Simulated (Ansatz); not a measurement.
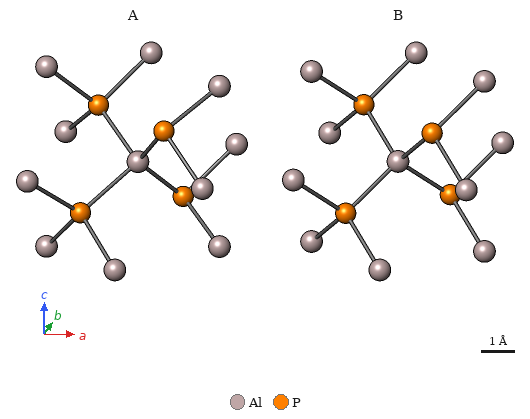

Two geometries of a defect cell of composition Al7P8 (cell charge −3), drawn at one scale. One is the start of a relaxation, the other its converged end. The picture is a ball-and-stick view of the atoms within 4.2 Å of the atom that moves most (axes of the conventional cell (4 times the calculation's cell)), seen slightly off an axis. Lengths and directions refer to the drawn axes.

Level of theory: DFT PBE, scalar-relativistic, plane waves, PAW (Ansatz). Settings: plane-wave cutoff 420 eV; k-point mesh 4 × 4 × 4; occupations gaussian; smearing width 0.05 eV; no spin polarisation; atoms relaxed in a fixed cell; force threshold 0.02 eV/Å; at most 50 steps.

Which one is relaxed?

Structure A is the relaxed one. Case: Al vacancy, atoms relaxed. After 3 geometry steps the energy has fallen by 0.995 eV per cell of the calculation. Largest force component: 1.6 eV/Å at the start, 0.0011 eV/Å at the end. The largest moves, 0.16 Å, are those of Al atoms. By element the largest moves are Al 0.16 Å, P 0.15 Å. The lattice vectors keep their values. Near-neighbour distances that change, for instance: Al–P 2.385 → 2.473 Å, Al–P 2.385 → 2.358 Å, Al–P 2.385 → 2.404 Å. Among the angles between lasting bonds that change: P–Al–P 109.5° → 122.5°, Al–P–Al 109.5° → 102.3°, P–Al–P 109.5° → 102.7°. Cost: 26 s on 4 threads of Arm Neoverse N1, with other jobs on the host, peak memory 0.69 GiB.

Limits of the set-up: the periodic images lie only 7.8 Å apart, so the values are limited by the cell's size; the cell is charged, on a uniform background, and energies carry no finite-size correction.
